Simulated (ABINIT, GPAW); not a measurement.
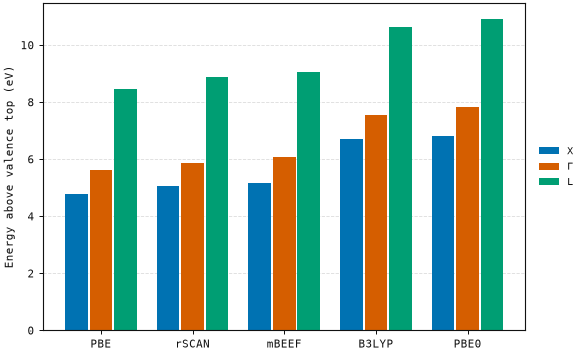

Lowest conduction level at each named k point, counted from the valence-band top at Γ, by several methods on one cell of diamond-type C, space group Fd-3m, 2 atoms in the primitive cell; cubic a = 3.567 Å. All runs are without spin-orbit coupling and carry no moments. The smallest gap lies off these points.

How do the methods rank at X?

Answer. From low to high: PBE 4.76, rSCAN 5.04, mBEEF 5.17, B3LYP 6.71, PBE0 6.80 eV. Too close to rank are B3LYP against PBE0 (different potentials and cutoffs).

Do the methods agree on which of these conduction levels is lowest?

Answer. Yes: all put it at X.

| method | program | X (eV) | Γ (eV) | L (eV) |
| --- | --- | --- | --- | --- |
| PBE | GPAW | 4.76 | 5.60 | 8.47 |
| rSCAN | GPAW | 5.04 | 5.85 | 8.88 |
| mBEEF | GPAW | 5.17 | 6.06 | 9.04 |
| B3LYP | ABINIT | 6.71 | 7.55 | 10.63 |
| PBE0 | ABINIT | 6.80 | 7.83 | 10.91 |

Settings. PBE: GPAW PAW data sets (gpaw-data 1.2.1), 10×10×10 k mesh, 650 eV cutoff, Fermi-Dirac smearing of 0.05 eV (GPAW 26.7.0). rSCAN: GPAW PAW data sets (gpaw-data 1.2.1), 10×10×10 k mesh, 800 eV cutoff, Fermi-Dirac smearing of 0.05 eV (GPAW 26.7.0). mBEEF: GPAW PAW data sets (gpaw-data 1.2.1), 10×10×10 k mesh, 800 eV cutoff, Fermi-Dirac smearing of 0.05 eV (GPAW). B3LYP: SPMS NC PBE v1.0, 8×8×8 k mesh, 816 eV cutoff, Fermi-Dirac smearing of 0.05 eV (ABINIT). PBE0: PseudoDojo NC SR PBE v0.4.1 standard, 8×8×8 k mesh, 844 eV cutoff, fixed occupations (ABINIT).

These are five of the 52 methods that were run on this cell. The runs come from different programs and meshes, which adds differences of its own. At ambient pressure diamond is metastable; the stable form of carbon is graphite. LDA, GGA and most meta-GGA functionals understate gaps. rSCAN and mBEEF: the PAW data sets were made with another functional. B3LYP and PBE0: the potentials were made for another functional. Over all k points computed the smallest gap is 4.17 eV in PBE (mesh alone), 4.36 eV in rSCAN, 4.50 eV in mBEEF, 6.04 eV in B3LYP (mesh alone) and 6.17 eV in PBE0 (mesh alone).
